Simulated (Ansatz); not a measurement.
# InAs: one change and its effect

System: InAs (F-43m, 2 atoms in the cell).
Method of run A: DFT, r2SCAN, PAW, plane waves (Ansatz 0.2.0).

The structure was built on a prototype by a generator. Text and figures count atoms from 1; the logs count them from 0 in places.

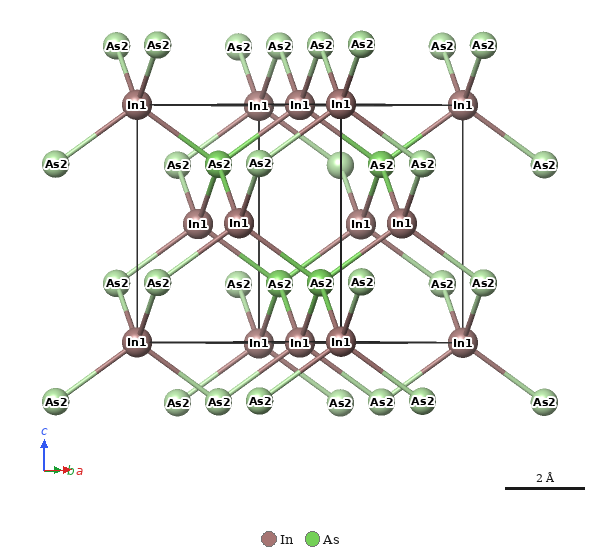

**Figure 1.** The input geometry (ball-and-stick view of the cell 4 times as large as that of the calculation, set on its symmetry axes, seen at an oblique angle; neighbours outside the cell are drawn fainter; atoms are numbered from 1 in the order of the input). Near neighbours in the crystal (not all of them lie inside the picture): In has 4 As at 2.64 Å; As has 4 In at 2.64 Å.

**The input, run A**
```yaml
crystal:
  lattice:
    - [0.000000, 3.043669, 3.043669]
    - [3.043669, 0.000000, 3.043669]
    - [3.043669, 3.043669, 0.000000]
  atoms:
    - { symbol: In, position: [0.000000, 0.000000, 0.000000] }
    - { symbol: As, position: [0.250000, 0.250000, 0.250000] }
kpoints:
  mp_grid: { grid: [7, 7, 7] }
  band_path: { path: [VBM, CBM], npoints: 2 }
hamiltonian:
  xc: r2scan
scf:
  occupations: { method: fermi_dirac, width: 0.01 }
output:
  forces: true
  eigenvalues: true
  populations: true
```

Hardware: 7 CPU threads, shared host.

**Output, shortened to warnings, some set-up lines, iterations and results (run A)**
```
Basis set: ecut = 500 eV, 1459 PW (Γ), exchange–correlation on 128×128×128 points (64 copies of the dense FFT grid, shifted against one another)
Symmetry: 24 space group operations
k-points: 20 of 343 (time reversal used)
Initial density: superposition of atomic densities (neutral atoms: chi_scale 0, normalization atom), corrected by the library's trained network
[...]
SCF iter   1: F=—  HF=-10477.164154 eV  |F-HF|=—  |Δ(HF+E_count)|=         —  Δρ=6.04e-3  dr2=1.16e-2  dr2_τ=7.90e-3  ethr=1.77e-3  ⟨swp⟩=6.0  Hψ=1837  notcnv=0
SCF iter   2: F=—  HF=-10477.170904 eV  |F-HF|=—  |Δ(HF+E_count)|=   6.75e-3  Δρ=1.74e-3  dr2=1.28e-3  dr2_τ=7.06e-5  ethr=4.14e-5  ⟨swp⟩=3.0  Hψ=956  notcnv=0
SCF iter   3: F=—  HF=-10477.171238 eV  |F-HF|=—  |Δ(HF+E_count)|=   3.34e-4  Δρ=7.37e-4  dr2=1.82e-4  dr2_τ=3.87e-6  ethr=4.57e-6  ⟨swp⟩=2.7  Hψ=519  notcnv=0
SCF iter   4: F=—  HF=-10477.171302 eV  |F-HF|=—  |Δ(HF+E_count)|=   6.42e-5  Δρ=6.56e-5  dr2=1.58e-6  dr2_τ=4.10e-8  ethr=6.51e-7  ⟨swp⟩=2.7  Hψ=581  notcnv=0
SCF iter   5: F=—  HF=-10477.171300 eV  |F-HF|=—  |Δ(HF+E_count)|=   2.02e-6  Δρ=2.73e-5  dr2=8.38e-7  dr2_τ=9.66e-9  ethr=5.64e-9  ⟨swp⟩=2.0  Hψ=641  notcnv=0
SCF iter   6: F=-10477.171300 eV  HF=-10477.171300 eV  |F-HF|=8.79e-9  |Δ(HF+E_count)|=   3.32e-7  Δρ=4.95e-6  dr2=1.09e-8  dr2_τ=4.72e-10  ethr=3.57e-10  ⟨swp⟩=3.0  Hψ=1430  …
SCF 1 converged in 6 iterations: F = -10477.171300 eV  dr2 = 1.09e-8
NSCF: frozen V_eff on 16 k-points
NSCF: frozen V_eff on 16 k-points
NSCF: frozen V_eff on 9 k-points
NSCF: frozen V_eff on 2 k-points
NSCF: frozen V_eff on 2 k-points
NSCF: frozen V_eff on 2 k-points
NSCF: frozen V_eff on 2 k-points
NSCF: frozen V_eff on 2 k-points
NSCF: frozen V_eff on 2 k-points
NSCF: frozen V_eff on 2 k-points
NSCF: frozen V_eff on 3 k-points
SCF converged after 6 iterations
Free energy (F): -10477.171300 eV
Harris-Foulkes:  -10477.171300 eV  (|F-HF|=8.79e-9)
Internal energy: -10477.171298 eV  (E = F + TS)
E sigma→0 (E₀):  -10477.171299 eV
Entropy (-TS):   -0.000001 eV (-0.001 meV/atom)
Fermi energy:    7.427346 eV
--- Per-component energies (eV) ---
  E_band       = -336.736883
  E_kinetic    = 346.302711
  E_local      = -3305.232623  (includes V_loc(G=0)·N_el)
  E_nonlocal   = -301.997522
  E_hartree    = 1598.695005
  E_xc         = -274.832637
  E_vxc        = -190.616382  (∫ρ·V_xc dr)
  E_paw        = -6033.133330  (= ΣΔE_a)
  E_vpaw       = -94.335617  (= ΣTr[D̂ρ^β])
  E_aug_tail   = 0.000001  (compensation charges beyond the density's cutoff)
  E_vtau       = 11.755286  (kinetic-family band-sum trace: ∫τ·v_τ [+ j·A + Jᵃ·Aᵃ] dr)
  E_ewald      = -2506.481041
  E_core_change = -0.491862  (= ΣΔE_core)
  E_smearing   = -0.000001  (= −TS)
  E_closure    = -0.000000  (closes the sum)
  Σ components = -10477.171300   (vs F -10477.171300, Δ=0.00e0)
--- Forces (eV/Å), atoms counted from 1 ---
  atom   1  In     0.00000000    -0.00000000    -0.00000000
  atom   2  As    -0.00000000     0.00000000    -0.00000000
  max |Σ_I F_I| component: 2.24e-16 eV/Å
--- Löwdin populations: 2 sites ---
  site symbol       q [e]
     0     In     12.6482
     1     As     15.3133
  spilling = 0.001375 (of n_electrons = 28.000000)
```

Run B used a changed input.

**The two runs side by side**

| quantity | run A | run B |
| --- | --- | --- |
| outcome | converged | converged |
| free energy per atom (eV) | −5238.5856 | −5229.8303 |
| largest force (eV/Å) | 0.000 | 0.000 |
| SCF iterations | 6 | 17 |
| irreducible k-points | 20 | 20 |
| plane waves at Γ | 1459 | 1067 |
| wall time (shared host) | 1.7 s | 3.7 min |

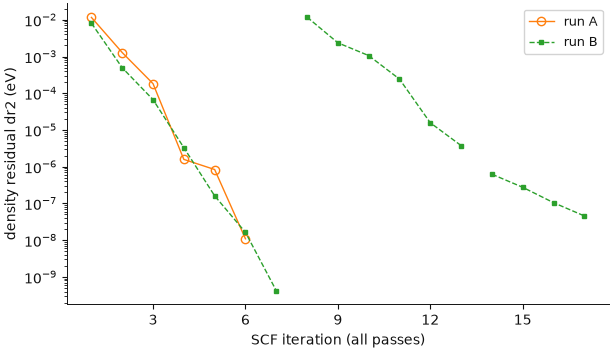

**Figure 2.** Convergence of the two runs: density residual dr2 against the SCF iteration. A break in a curve parts two SCF passes. Run A takes 6 iterations in all, and run B takes 17.

Which change of the input explains these differences?

The change (lines with − go, lines with + come):
```diff
-  xc: r2scan
+  xc: hse06
```

The total energies belong to different methods, so their difference says nothing on which is more stable or more accurate. The functional changes from r2SCAN to HSE06. The SCF takes 17 iterations against 6. The default cutoff goes from 500 to 420 eV with the change. The plane waves at Γ go from 1459 to 1067.

**Output, shortened to warnings, some set-up lines, iterations and results (run B)**
```
Basis set: ecut = 420 eV, 1067 PW (Γ), exchange–correlation on 60×60×60 points (8 copies of the dense FFT grid, shifted against one another)
Symmetry: 24 space group operations
k-points: 20 of 343 (time reversal used)
Initial density: superposition of atomic densities (neutral atoms: chi_scale 0, normalization atom), corrected by the library's trained network
[...]
SCF iter   1: F=—  HF=-10454.442396 eV  |F-HF|=—  |Δ(HF+E_count)|=         —  Δρ=2.51e-3  dr2=8.08e-3  ethr=1.77e-3  ⟨swp⟩=7.3  Hψ=1503  notcnv=0
SCF iter   2: F=—  HF=-10454.440414 eV  |F-HF|=—  |Δ(HF+E_count)|=   1.98e-3  Δρ=7.30e-4  dr2=4.94e-4  ethr=1.66e-6  ⟨swp⟩=4.0  Hψ=1921  notcnv=0
SCF iter   3: F=—  HF=-10454.440294 eV  |F-HF|=—  |Δ(HF+E_count)|=   1.21e-4  Δρ=2.81e-4  dr2=6.69e-5  ethr=1.66e-6  ⟨swp⟩=3.1  Hψ=986  notcnv=0
SCF iter   4: F=—  HF=-10454.440341 eV  |F-HF|=—  |Δ(HF+E_count)|=   4.70e-5  Δρ=7.42e-5  dr2=3.30e-6  ethr=2.39e-7  ⟨swp⟩=3.0  Hψ=789  notcnv=0
SCF iter   5: F=—  HF=-10454.440346 eV  |F-HF|=—  |Δ(HF+E_count)|=   5.18e-6  Δρ=1.81e-5  dr2=1.61e-7  ethr=1.18e-8  ⟨swp⟩=4.0  Hψ=852  notcnv=0
[... 10 lines ...]
SCF iter   1: F=—  HF=-10459.660593 eV  |F-HF|=—  |Δ(HF+E_count)|=         —  Δρ=4.54e-5  dr2=6.24e-7  ethr=1.09e-6  ⟨swp⟩=3.2  Hψ=748  notcnv=0
SCF iter   2: F=—  HF=-10459.660594 eV  |F-HF|=—  |Δ(HF+E_count)|=   9.94e-7  Δρ=2.45e-5  dr2=2.75e-7  ethr=1.86e-9  ⟨swp⟩=4.0  Hψ=1229  notcnv=0
SCF iter   3: F=—  HF=-10459.660594 eV  |F-HF|=—  |Δ(HF+E_count)|=   5.81e-8  Δρ=6.59e-6  dr2=1.05e-7  ethr=6.14e-10  ⟨swp⟩=3.0  Hψ=770  notcnv=0
SCF iter   4: F=-10459.660595 eV  HF=-10459.660595 eV  |F-HF|=2.93e-8  |Δ(HF+E_count)|=   5.62e-7  Δρ=9.12e-6  dr2=4.57e-8  ethr=4.70e-11  ⟨swp⟩=4.8  Hψ=1354  notcnv=0
SCF 3 converged in 4 iterations: F = -10459.660595 eV  dr2 = 4.57e-8
  Residual-converged pass: ⟨swp⟩=2.0  Hψ=583  notcnv=0  max |occ|·‖R‖ = 5.7e-6 eV (tolerance 6.7e-6 eV)  dr2=4.57e-8  dr2_onsite=3.57e-9  max |Δocc| = 5.1e-18
hybrid outer 2: dexx = +7.018e-7 eV, tail = 1.16e-7 eV, Δε = 1.60e-3 eV (about 1.36e-4 eV left of the loop's levels)
NSCF: frozen V_eff on 16 k-points
NSCF: frozen V_eff on 16 k-points
NSCF: frozen V_eff on 9 k-points
NSCF: frozen V_eff on 2 k-points
NSCF: frozen V_eff on 2 k-points
NSCF: frozen V_eff on 2 k-points
NSCF: frozen V_eff on 2 k-points
NSCF: frozen V_eff on 2 k-points
NSCF: frozen V_eff on 2 k-points
NSCF: frozen V_eff on 2 k-points
NSCF: frozen V_eff on 3 k-points
hybrid SCF converged: 2 outer / 10 inner (+7 warm-up), last move |dexx| = 7.02e-7 eV, tail = 1.16e-7 eV
Stability not checked: this state was not tested for a lower state beside it, because the functional holds exact exchange (a hybrid, or Hartree-Fock), whose exchange loop this test does not read (fock_operator; see scf.lower_state_search)
Free energy (F): -10459.660595 eV
Harris-Foulkes:  -10459.660595 eV  (|F-HF|=2.93e-8)
Internal energy: -10459.660595 eV  (E = F + TS)
E sigma→0 (E₀):  -10459.660595 eV
Fermi energy:    7.408934 eV
--- Per-component energies (eV) ---
  E_band       = -384.551350
  E_kinetic    = 345.856702
  E_local      = -3303.499620  (includes V_loc(G=0)·N_el)
  E_nonlocal   = -303.592571
  E_hartree    = 1598.491541
  E_xc         = -234.540698
  E_vxc        = -142.575551  (∫ρ·V_xc dr)
  E_exx        = -93.550940  (= α·E_x^exact, valence–valence)
  E_paw        = -5962.094989  (= ΣΔE_a)
  E_vpaw       = 9.372211  (= ΣTr[D̂ρ^β])
  E_aug_tail   = 0.000035  (compensation charges beyond the density's cutoff)
  E_ewald      = -2506.481041
  E_core_change = -0.249015  (= ΣΔE_core)
  E_smearing   = -0.000000  (= −TS)
  E_closure    = 0.000000  (closes the sum)
  Σ components = -10459.660595   (vs F -10459.660595, Δ=0.00e0)
--- Forces (eV/Å), atoms counted from 1 ---
  atom   1  In     0.00000000    -0.00000000     0.00000000
  atom   2  As    -0.00000000    -0.00000000     0.00000000
  max |Σ_I F_I| component: 2.16e-16 eV/Å
--- Löwdin populations: 2 sites ---
  site symbol       q [e]
     0     In     12.6626
     1     As     15.2995
  spilling = 0.001351 (of n_electrons = 28.000000)
```
